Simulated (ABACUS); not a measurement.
**Run report: ZnSe, geometry relaxation (part 2 of 2)**

Continued. System: ZnSe (F-43m, 2 atoms in the cell). Method: Kohn-Sham DFT of a periodic cell, TPSS, SG15 ONCV 1.2 PBE, no spin polarisation (ABACUS 3.10.1); cutoff 1374.17 eV, 5×5×5 k-mesh, fermi-dirac of 0.05 eV. The structure derives from an entry of the Crystallography Open Database.

Geometry of the input (Å; fractional positions):
```
0.0000  2.8338  2.8338
2.8338  0.0000  2.8338
2.8338  2.8338  0.0000
Se 0.7500  0.7500  0.7500
Zn 0.0000  0.0000  0.0000
```

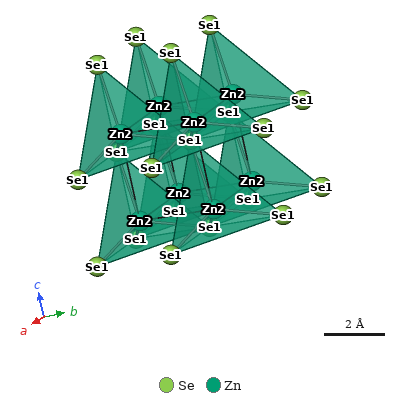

*The geometry at step 1 of the log (polyhedral view of the cell of the calculation, seen slightly off an axis; polyhedra are completed across the faces of the cell; atoms are numbered from 1 in the order of the input).*

The program's output, continued:
```
----------------------------------------------------------
 E_KohnSham     -419.1425789081      -5702.7273475647
 E_Harris       -419.2448196537      -5704.1184042732
 E_Fermi        0.5716588028         7.7778170297
----------------------------------------------------------

 PW ALGORITHM --------------- ION=   1  ELEC=   6--------------------------------

 Density error is 5.61632154774e-06
                          Error Threshold = 1.93313060133e-07
----------------------------------------------------------
     Energy           Rydberg                 eV
----------------------------------------------------------
 E_KohnSham     -419.1425994314      -5702.7276267986
 E_Harris       -419.1099284638      -5702.2831154801
 E_Fermi        0.5713466979         7.7735706249
----------------------------------------------------------

 PW ALGORITHM --------------- ION=   1  ELEC=   7--------------------------------

 Density error is 1.85370868071e-07
                          Error Threshold = 2.16012367221e-08
----------------------------------------------------------
     Energy           Rydberg                 eV
----------------------------------------------------------
 E_KohnSham     -419.1426007242      -5702.7276443885
 E_Harris       -419.1402790893      -5702.6960569247
 E_Fermi        0.5715085532         7.7757727791
----------------------------------------------------------

 PW ALGORITHM --------------- ION=   1  ELEC=   8--------------------------------

 Density error is 1.06406854529e-07
                          Error Threshold = 7.12964877196e-10
----------------------------------------------------------
     Energy           Rydberg                 eV
----------------------------------------------------------
 E_KohnSham     -419.1426008621      -5702.7276462640
 E_Harris       -419.1460362099      -5702.7743865692
 E_Fermi        0.5715621724         7.7765023065
----------------------------------------------------------

 PW ALGORITHM --------------- ION=   1  ELEC=   9--------------------------------

 Density error is 1.50265121186e-09
                          Error Threshold = 4.09257132803e-10
----------------------------------------------------------
     Energy           Rydberg                 eV
----------------------------------------------------------
 E_KohnSham     -419.1426008958      -5702.7276467222
 E_KS(sigma->0) -419.1426008952      -5702.7276467149
 E_Harris       -419.1422504649      -5702.7228788664
 E_band         -47.8892768675       -651.5670384970
 E_one_elec     -353.5689519908      -4810.5523829639
 E_Hartree      179.4889424182       2442.0723448808
 E_xc           -40.4481036385       -550.3246827782
 E_Ewald        -204.6144876835      -2783.9229258463
 E_entropy(-TS) -0.0000000011        -0.0000000147
 E_descf        0.0000000000         0.0000000000
 E_exx          0.0000000000         0.0000000000
 E_Fermi        0.5715909979         7.7768944971
----------------------------------------------------------

 charge density convergence is achieved
 final etot is -5702.7276467 eV
 EFERMI = 7.7768944971 eV

 STATE ENERGY(eV) AND OCCUPATIONS    NSPIN == 1
[... levels at 3 further k points ...]

------------------------------------------------------------------------------------------
 TOTAL-FORCE (eV/Angstrom)
------------------------------------------------------------------------------------------
                       Se1         0.0000000000         0.0000000000         0.0000000000
                       Zn1         0.0000000000         0.0000000000         0.0000000000
------------------------------------------------------------------------------------------

----------------------------------------------------------------
 TOTAL-STRESS (KBAR)
----------------------------------------------------------------
        22.9469933229         0.0000000000         0.0000000000
         0.0000000000        22.9469933229        -0.0000000000
         0.0000000000        -0.0000000000        22.9469933229
----------------------------------------------------------------
 TOTAL-PRESSURE: 22.946993 KBAR

 Largest gradient in force is 0.000000 eV/A.
 Threshold is 0.005000 eV/A.

 Largest gradient in stress is 22.946993 kbar.
 Threshold is 0.500000 kbar.

 Relaxation is not converged yet!
DIRECT COORDINATES
    atom                   x                   y                   z     mag                  vx                  vy                  vz
taud_Se1            0.7500000000        0.7500000000        0.7500000000  0.0000        0.0000000000        0.0000000000        0.0000000000
taud_Zn1            0.0000000000        0.0000000000        0.0000000000  0.0000        0.0000000000        0.0000000000        0.0000000000

                          Volume (Bohr^3) = 322.400269
                             Volume (A^3) = 47.774734

 Lattice vectors: (Cartesian coordinate: in unit of a_0)
            +0.000000           +2.879981           +2.879981
            +2.879981           +0.000000           +2.879981
            +2.879981           +2.879981           +0.000000
 Reciprocal vectors: (Cartesian coordinate: in unit of 2 pi/a_0)
            -0.173612           +0.173612           +0.173612
            +0.173612           -0.173612           +0.173612
            +0.173612           +0.173612           -0.173612

 -------------------------------------------
 STEP OF RELAXATION : 2
 -------------------------------------------

[... set-up of the moved cell ...]

 PW ALGORITHM --------------- ION=   2  ELEC=   1--------------------------------
 Notice: Threshold on eigenvalues was too large.
 hsover_error=0.260000 > DRHO=0.001630
 Origin diag ethr = 0.010000
 New diag ethr = 0.000006

 Density error is 0.000123765074
                          Error Threshold = 0.000006267562
----------------------------------------------------------
     Energy           Rydberg                 eV
----------------------------------------------------------
 E_KohnSham     -419.0499490178      -5701.4670532516
 E_Harris       -419.1359951811      -5702.6377713630
 E_Fermi        0.5175505557         7.0416365602
----------------------------------------------------------

[... 4 further cycles ...]
 PW ALGORITHM --------------- ION=   2  ELEC=   6--------------------------------

 Density error is 0.000000000616
                          Error Threshold = 0.000000000140
----------------------------------------------------------
     Energy           Rydberg                 eV
----------------------------------------------------------
 E_KohnSham     -419.1433670054      -5702.7380701781
 E_KS(sigma->0) -419.1433670026      -5702.7380701400
 E_Harris       -419.1437464090      -5702.7432322296
 E_band         -48.8900576156       -665.1833591204
 E_one_elec     -359.1521806819      -4886.5161063991
 E_Hartree      181.7550302074       2472.9040509829
 E_xc           -40.4127473406       -549.8436356670
 E_Ewald        -201.3334691847      -2739.2823790187
 E_entropy(-TS) -0.0000000056        -0.0000000762
 E_descf        0.0000000000         0.0000000000
 E_exx          0.0000000000         0.0000000000
 E_Fermi        0.5167990442         7.0314117220
----------------------------------------------------------

 charge density convergence is achieved
 final etot is -5702.73807017810 eV
 EFERMI = 7.03141172204 eV

 STATE ENERGY(eV) AND OCCUPATIONS    NSPIN == 1
[... levels at 3 further k points ...]

------------------------------------------------------------------------------------------
 TOTAL-FORCE (eV/Angstrom)
------------------------------------------------------------------------------------------
                       Se1         0.0000000000         0.0000000000         0.0000000000
                       Zn1         0.0000000000         0.0000000000         0.0000000000
------------------------------------------------------------------------------------------

----------------------------------------------------------------
 TOTAL-STRESS (KBAR)
----------------------------------------------------------------
        -6.8817220950         0.0000000000        -0.0000000000
         0.0000000000        -6.8817220950         0.0000000000
         0.0000000000        -0.0000000000        -6.8817220950
----------------------------------------------------------------
 TOTAL-PRESSURE: -6.881722 KBAR

 Largest gradient in force is 0.000000 eV/A.
 Threshold is 0.005000 eV/A.

 Largest gradient in stress is 6.881722 kbar.
 Threshold is 0.500000 kbar.

 Relaxation is not converged yet!
DIRECT COORDINATES
    atom                   x                   y                   z     mag                  vx                  vy                  vz
taud_Se1            0.7500000000        0.7500000000        0.7500000000  0.0000        0.0000000000        0.0000000000        0.0000000000
taud_Zn1            0.0000000000        0.0000000000        0.0000000000  0.0000        0.0000000000        0.0000000000        0.0000000000

                          Volume (Bohr^3) = 318.495231
                             Volume (A^3) = 47.196067

 Lattice vectors: (Cartesian coordinate: in unit of a_0)
            +0.000000           +2.868306           +2.868306
            +2.868306           +0.000000           +2.868306
            +2.868306           +2.868306           +0.000000
 Reciprocal vectors: (Cartesian coordinate: in unit of 2 pi/a_0)
            -0.174319           +0.174319           +0.174319
            +0.174319           -0.174319           +0.174319
            +0.174319           +0.174319           -0.174319

 -------------------------------------------
 STEP OF RELAXATION : 3
 -------------------------------------------

[... set-up of the moved cell ...]

 PW ALGORITHM --------------- ION=   3  ELEC=   1--------------------------------
 Notice: Threshold on eigenvalues was too large.
 hsover_error=0.260000 > DRHO=0.000165
 Origin diag ethr = 0.010000
 New diag ethr = 0.000001

 Density error is 0.000093995307
                          Error Threshold = 0.000000634924
----------------------------------------------------------
     Energy           Rydberg                 eV
----------------------------------------------------------
 E_KohnSham     -419.1434118115      -5702.7386797969
 E_Harris       -419.0301365984      -5701.1974914566
 E_Fermi        0.5294735584         7.2038573346
----------------------------------------------------------

[... 4 further cycles ...]
 PW ALGORITHM --------------- ION=   3  ELEC=   6--------------------------------

 Density error is 0.000000000977
                          Error Threshold = 0.000000000075
----------------------------------------------------------
     Energy           Rydberg                 eV
----------------------------------------------------------
 E_KohnSham     -419.1434578899      -5702.7393067256
 E_KS(sigma->0) -419.1434578880      -5702.7393067002
 E_Harris       -419.1432730577      -5702.7367919540
 E_band         -48.6422114847       -661.8112395127
 E_one_elec     -357.7566236853      -4867.5285793618
 E_Hartree      181.1876118257       2465.1839278411
 E_xc           -40.4214739145       -549.9623667957
 E_Ewald        -202.1529721120      -2750.4322883583
 E_entropy(-TS) -0.0000000037        -0.0000000509
 E_descf        0.0000000000         0.0000000000
 E_exx          0.0000000000         0.0000000000
 E_Fermi        0.5302642650         7.2146154502
----------------------------------------------------------

 charge density convergence is achieved
 final etot is -5702.73930672562 eV
 EFERMI = 7.21461545016 eV

 STATE ENERGY(eV) AND OCCUPATIONS    NSPIN == 1
 1/3 kpoint (Cartesian) = 0.00000 0.00000 0.00000 (5209 pws)
       1    -119.023359       0.016000
       2     -73.219905       0.016000
       3     -73.219905       0.016000
       4     -73.219905       0.016000
       5      -6.746901       0.016000
       6       0.050289       0.016000
       7       0.050289       0.016000
       8       0.050289       0.016000
       9       0.382178       0.016000
      10       0.382178       0.016000
      11       6.507348       0.016000
      12       6.507348       0.016000
      13       6.507348       0.016000
      14       7.866560       0.000000
      15      12.553189       0.000000
      16      12.553189       0.000000
      17      12.553189       0.000000

 2/3 kpoint (Cartesian) = 0.03486 0.03486 0.03486 (5258 pws)
       1    -119.023363       0.128000
       2     -73.219936       0.128000
       3     -73.219911       0.128000
       4     -73.219911       0.128000
       5      -6.516682       0.128000
       6       0.083887       0.128000
       7       0.083887       0.128000
       8       0.084013       0.128000
       9       0.381276       0.128000
      10       0.381276       0.128000
      11       4.216331       0.128000
      12       6.188546       0.128000
      13       6.188546       0.128000
      14       9.279253       0.000000
      15      12.714683       0.000000
      16      13.044778       0.000000
      17      13.044778       0.000000

 3/3 kpoint (Cartesian) = 0.06973 0.06973 0.06973 (5264 pws)
       1    -119.023362       0.128000
       2     -73.219982       0.128000
       3     -73.219920       0.128000
       4     -73.219920       0.128000
       5      -6.090381       0.128000
       6       0.125956       0.128000
       7       0.125956       0.128000
       8       0.360266       0.128000
       9       0.395879       0.128000
      10       0.395879       0.128000
      11       1.957381       0.128000
      12       5.756874       0.128000
      13       5.756874       0.128000
      14       9.246528       0.000000
      15      13.133839       0.000000
      16      13.133839       0.000000
      17      14.745544       0.000000

------------------------------------------------------------------------------------------
 TOTAL-FORCE (eV/Angstrom)
------------------------------------------------------------------------------------------
                       Se1         0.0000000000         0.0000000000         0.0000000000
                       Zn1         0.0000000000         0.0000000000         0.0000000000
------------------------------------------------------------------------------------------

----------------------------------------------------------------
 TOTAL-STRESS (KBAR)
----------------------------------------------------------------
         0.0772604905         0.0000000000         0.0000000000
         0.0000000000         0.0772604905         0.0000000000
         0.0000000000         0.0000000000         0.0772604905
----------------------------------------------------------------
 TOTAL-PRESSURE: 0.077260 KBAR

 Largest gradient in force is 0.000000 eV/A.
 Threshold is 0.005000 eV/A.

 Largest gradient in stress is 0.077260 kbar.
 Threshold is 0.500000 kbar.

 Relaxation is converged!

 --------------------------------------------
 !FINAL_ETOT_IS -5702.7393067256243739 eV
 --------------------------------------------
```

Trajectory as extended XYZ (Å, eV, eV/Å), 3 frames, from step=0 to step=2:
```
2
Lattice="0.0000 2.8338 2.8338 2.8338 0.0000 2.8338 2.8338 2.8338 0.0000" Properties=species:S:1:pos:R:3:forces:R:3 step=0 energy=-5702.72765 pressure_GPa=2.29
Se    4.2507    4.2507    4.2507    0.0000   0.0000   0.0000
Zn    0.0000    0.0000    0.0000    0.0000   0.0000   0.0000
2
Lattice="0.0000 2.8800 2.8800 2.8800 0.0000 2.8800 2.8800 2.8800 0.0000" Properties=species:S:1:pos:R:3:forces:R:3 step=1 energy=-5702.73807 pressure_GPa=-0.69
Se    4.3200    4.3200    4.3200    0.0000   0.0000   0.0000
Zn    0.0000    0.0000    0.0000    0.0000   0.0000   0.0000
2
Lattice="0.0000 2.8683 2.8683 2.8683 0.0000 2.8683 2.8683 2.8683 0.0000" Properties=species:S:1:pos:R:3:forces:R:3 step=2 energy=-5702.73931 pressure_GPa=0.01
Se    4.3025    4.3025    4.3025    0.0000   0.0000   0.0000
Zn    0.0000    0.0000    0.0000    0.0000   0.0000   0.0000
```

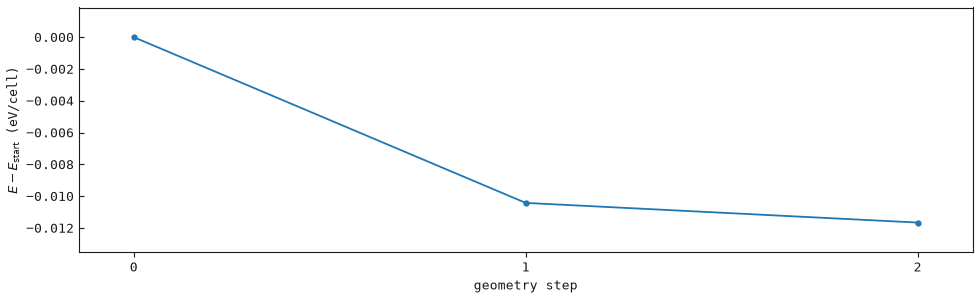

*Progress of the relaxation, step by step (steps are counted from 0).*

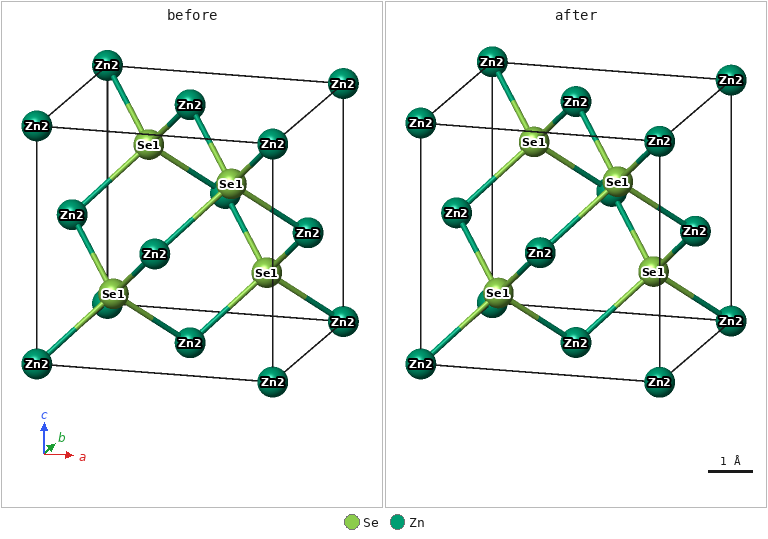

*Before (left) and after (right) the relaxation, at one scale (ball-and-stick view of the cell 4 times as large as that of the calculation, set on its symmetry axes, seen slightly off an axis).*

The atoms keep their places relative to the cell (all moves are under 0.005 Å). The volume changes by +3.7 %, with a = b = c 5.668 → 5.737 Å (+1.2 %). Among the contacts that change: Se1–Zn2 2.454 → 2.484 Å. The space group stays F-43m (No. 216). Over 2 geometry steps the energy falls by 11.7 meV per cell of the calculation. All forces vanish by symmetry, so only the cell relaxes. Pressure: 2.29 GPa at the start and 0.01 GPa at the end. (Atoms are counted from 1 in the order of the input.)
